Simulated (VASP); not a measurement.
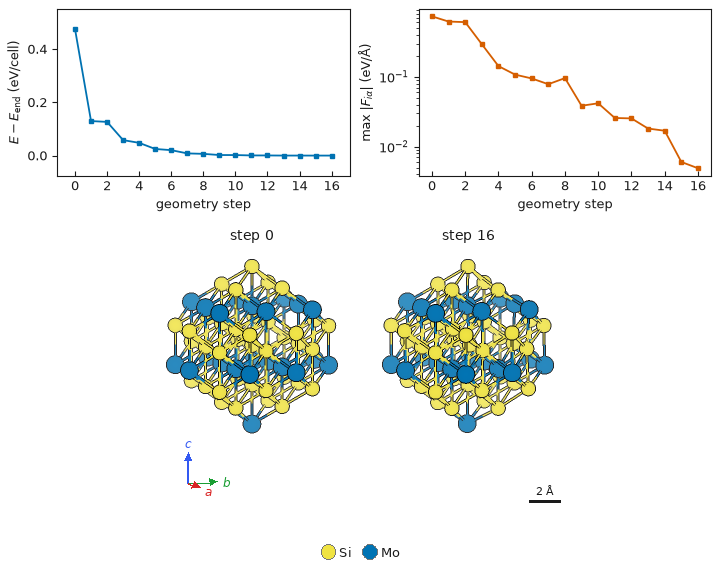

First and last geometry of a relaxation of a defect cell of composition Si35Mo18, with the history of the run. The picture is a ball-and-stick view of the atoms within 5.8 Å of the atom that moves most (axes of the cell of the calculation), seen slightly off an axis.

The run lets the atoms move in a fixed cell.

All numbers below come from Kohn-Sham DFT of a periodic cell, PBE, VASP PAW PBE potentials, recommended in VASP.

Input file:
```
SYSTEM = Si35Mo18
PREC     = Accurate       ! precision mode
ENCUT    = 520            ! plane-wave cutoff, eV
EDIFF    = 1E-7           ! SCF threshold, eV
ISMEAR   = 1              ! smearing method
SIGMA    = 0.1            ! smearing width, eV
LREAL    = .False.        ! projectors in reciprocal space
LASPH    = .True.         ! aspherical terms in the spheres
NELM     = 100            ! most SCF steps
ALGO     = Normal         ! electronic algorithm
ISIF     = 2              ! what is computed and relaxed
LWAVE    = .False.        ! write WAVECAR
LCHARG   = .False.        ! write CHGCAR
GGA      = PE             ! functional
IBRION   = 2              ! ionic algorithm
NSW      = 60             ! ionic steps
EDIFFG   = -0.005         ! ionic threshold
```

Launched with:
```bash
cat potpaw_PBE.64/Si/POTCAR potpaw_PBE.64/Mo_sv/POTCAR > POTCAR
mpirun -np 8 vasp_std > vasp.out
```

Did the run converge, and what did it change?

It converged. After 16 geometry steps the energy has fallen by 0.475 eV per cell of the calculation. Largest force component: 0.73 eV/Å at the start, 0.0049 eV/Å at the end. The largest moves, 0.13 Å, are those of Si atoms. By element the largest moves are Si 0.13 Å, Mo 0.10 Å. The cell stays as it was. Some distances before and after: Mo–Si 2.616 → 2.740 Å, Si–Si 2.612 → 2.707 Å, Mo–Si 2.616 → 2.540 Å, Si–Si 2.612 → 2.673 Å.

Limits of the set-up: the periodic images lie only 7.9 Å apart, so the values are limited by the cell's size.
